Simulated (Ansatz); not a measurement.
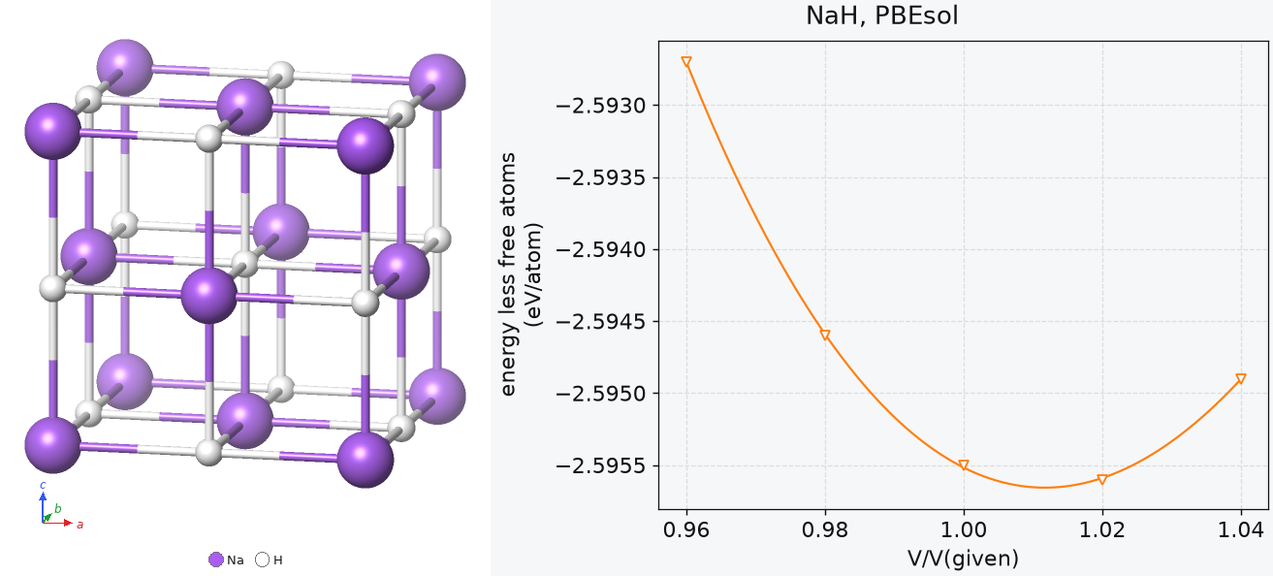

**Figure.** Energy less free atoms against V/V(given) for NaH, space group Fm-3m (No. 225). The conventional cell is drawn beside the plot.

V(given) is 13.59 Å³/atom.

A third-order Birch–Murnaghan fit gives V0 = 13.75 Å³/atom, B0 = 23.7 GPa and B′ = 5.0. The energy less free atoms is −2.5927 eV/atom at V/V(given) 0.96 and −2.5949 eV/atom at 1.04; the lowest computed point is at V/V(given) 1.02 (−2.5956 eV/atom).

Computed with Ansatz 0.2.0: periodic Kohn-Sham DFT of a crystal at fixed atoms, scaled to the stated factor times the given cell, energy less spherical unpolarised free atoms. Level: PBEsol.

```tsv
setting	value
method	all-electron LAPW
relativity	scalar
k mesh	11×11×11
occupations	Fermi–Dirac
smearing width	0.02 eV
basis error target	0.25 (meV/atom)
nucleus	Gaussian
```

Cell as given: a = 3.375 Å, b = 3.375 Å, c = 3.375 Å, α = 60.00°, β = 60.00°, γ = 60.00°; 2 atoms.
